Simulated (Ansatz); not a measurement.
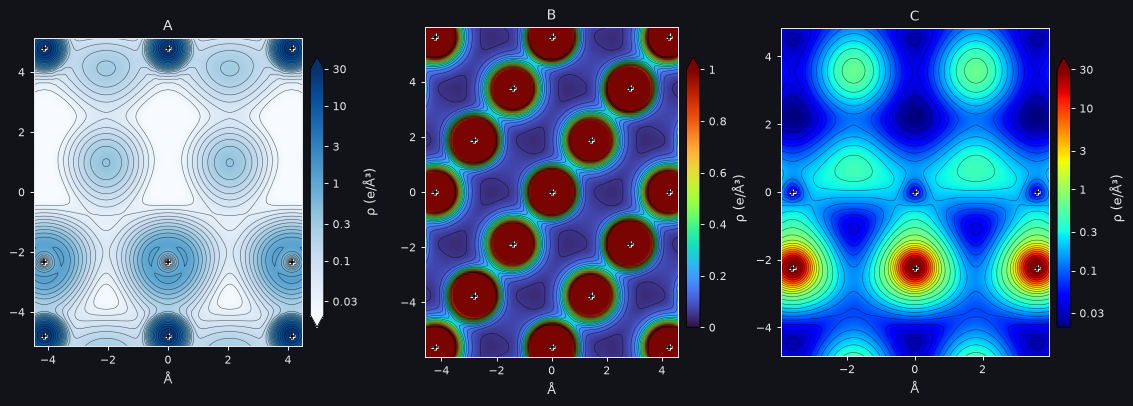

The valence pseudo-density of 3 systems, each on a plane through atoms (crosses mark nuclei in the plane).

Theory: Ansatz, DFT, r2SCAN, plane waves, PAW.

System 1: MgS, the (100) plane of the conventional cell. Space group R3m; started from the zincblende prototype, which need not be the ambient phase; changed on purpose from its base cell (epitaxial 111 strain +3.0%); computed pressure about −2 GPa in this cell.

System 2: CaO, the (110) plane of the conventional cell. Space group R-3m; started from the rocksalt prototype, which need not be the ambient phase; changed on purpose from its base cell (epitaxial 111 strain -4.0%); computed pressure about 8 GPa in this cell.

```
Ca O
1.0
     2.30165    0.00000   -2.30165
    -2.30165    2.30165    0.00000
     4.90512    4.90512    4.90512
Ca O
3 3
Direct
  0.00000 0.00000 0.00000
  0.66667 0.33333 0.33333
  0.33333 0.66667 0.66667
  0.33333 0.66667 0.16667
  0.00000 0.00000 0.50000
  0.66667 0.33333 0.83333
```

System 3: BeSe, the (010) plane of the conventional cell. Space group R3m; started from the zincblende prototype, which need not be the ambient phase; changed on purpose from its base cell (epitaxial 111 strain -1.0%).

### Which map belongs to which system?

Panel A is system 1, MgS: the plane holds Mg and S. Mg–S (2.46 Å): ρ is about 0.37 e/Å³ halfway. Panel B is system 2, CaO: the plane holds Ca and O. Ca–O (2.35 Å): ρ at the midpoint is about 0.28 e/Å³. Panel C is system 3, BeSe: the plane holds Be and Se. Be–Se (2.24 Å): the density is about 0.6 e/Å³ at the midpoint.
